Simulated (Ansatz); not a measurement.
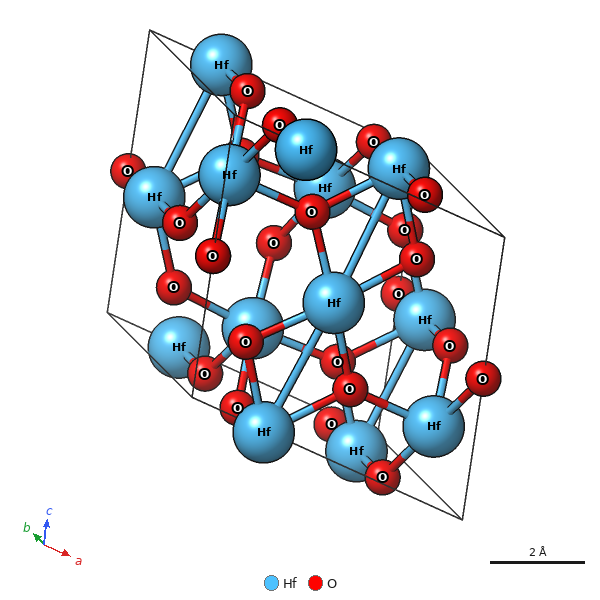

The structure above is drawn in ball-and-stick style and viewed slightly off an axis. The wireframe shows the supercell. The host is HfO2, in a cell of 24 sites, and the cell carries a charge of +1.

> How does this supercell depart from the perfect host?

An oxygen vacancy. Around the empty site lie three Hf and one O at about 2.2 to 2.6 Å.

Computational set-up: DFT PBEsol, scalar-relativistic, plane waves, PAW (Ansatz), 420 eV cutoff, k-mesh 2×2×2, Gaussian smearing of 0.01 eV, collinear spins.

> Does the cell have a net magnetic moment?

Yes, 1.0 μB in the cell.

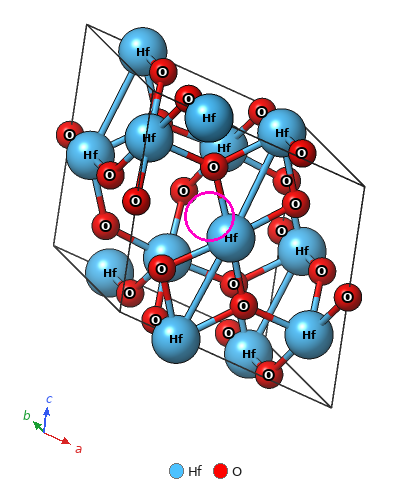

The same cell with a ring at the defect's site.

The atoms were relaxed in the host's cell with DFT PBEsol, scalar-relativistic, plane waves, PAW in Ansatz.
